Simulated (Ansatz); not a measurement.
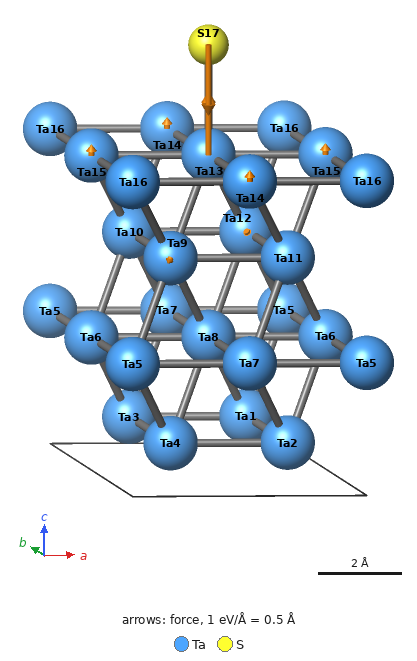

Starting geometry of a slab of composition Ta16S (cut from the Im-3m phase) with the computed forces as orange arrows. A ball-and-stick model of the cell of the calculation, outlined in the plane, without the vacuum (origin shifted), seen slightly off an axis.

Case: S put at a top Ta site. The slab is the (1 1 0) face of Ta with S on it. 8 atoms are held fixed.

Theory: DFT PBE+D3(BJ), scalar-relativistic, plane waves, PAW (Ansatz 0.2.0). Settings: plane-wave cutoff 420 eV; k-point mesh 6 × 6 × 1; occupations gaussian; smearing width 0.1 eV; no spin polarisation; dipole correction; atoms relaxed in a fixed cell; force threshold 0.03 eV/Å; at most 70 steps.

Q: What follows when this structure is relaxed?

A: It isn't relaxed: the largest force vector, on S17, is 3.57 eV/Å. The final displacements follow the starting forces only in part (cosine between the two patterns 0.84). After 5 geometry steps the energy has fallen by 1.381 eV per cell of the calculation. Largest force component: 3.6 eV/Å at the start, 0.026 eV/Å at the end. S17 moves most: 0.44 Å along the normal (−c). By element the largest moves are S 0.44 Å, Ta 0.09 Å. The cell doesn't change. Some distances before and after: Ta13–S17 2.760 → 2.244 Å, Ta12–Ta13 2.782 → 2.874 Å, Ta12–Ta14 3.231 → 3.314 Å, Ta10–Ta16 3.231 → 3.164 Å. Bond angles that change, for instance: Ta16–Ta14–Ta16 180.0° → 173.7°, Ta10–Ta14–Ta16 109.9° → 106.8°, Ta9–Ta16–Ta14 109.9° → 112.8°. Cost: 17 min on 2 threads of Arm Neoverse N1, on a shared host, peak memory 1.9 GiB.

Limits of the set-up: the periodic images lie only 5.7 Å apart, so the values are limited by the cell's size.
